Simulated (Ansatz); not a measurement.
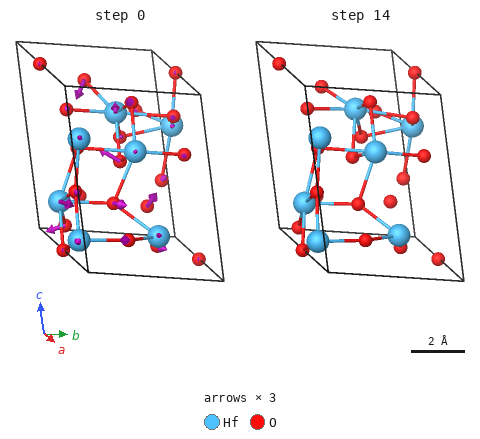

The structure of a defect cell of composition Hf7O16 before (left) and after (right) a relaxation, at one scale. The purple arrows give the displacements, magnified 3 times.

The picture is a ball-and-stick view of the cell of the calculation (origin shifted), seen slightly off an axis.

Case: Hf vacancy (site e), charge +0, atoms relaxed at the host's cell.

Theory: DFT PBE, scalar-relativistic, plane waves, PAW in Ansatz 0.2.0. Settings: plane-wave cutoff 420 eV; k-point mesh 2 × 2 × 2; occupations gaussian; smearing width 0.01 eV; mesh shifted by (0.5, 0.5, 0.5); collinear spin; atoms relaxed in a fixed cell; force threshold 0.025 eV/Å; at most 45 steps.

> Summarise the run.

An O atom moves most: 0.34 Å along [−2 −3 1]. By element the largest moves are O 0.34 Å, Hf 0.24 Å. The cell doesn't change. Among the contacts that change: Hf–O 2.309 → 2.073 Å, Hf–O 2.268 → 2.068 Å, Hf–Hf 3.438 → 3.617 Å, Hf–O 2.150 → 2.318 Å. Bond angles that change, for instance: Hf–O–Hf 100.2° → 110.8°, Hf–O–Hf 145.8° → 156.0°, Hf–O–Hf 110.5° → 118.8°. Over 12 accepted moves (14 points after the start) the energy falls by 1.679 eV per cell of the calculation. Largest force component: 2 eV/Å at the start, 0.015 eV/Å at the end. The line search rejected the trial steps at points 3, 5 of the run.

Limits of the set-up: the k-point mesh is coarse for a cell with partly filled bands; the periodic images lie only 6.8 Å apart, so the values are limited by the cell's size.
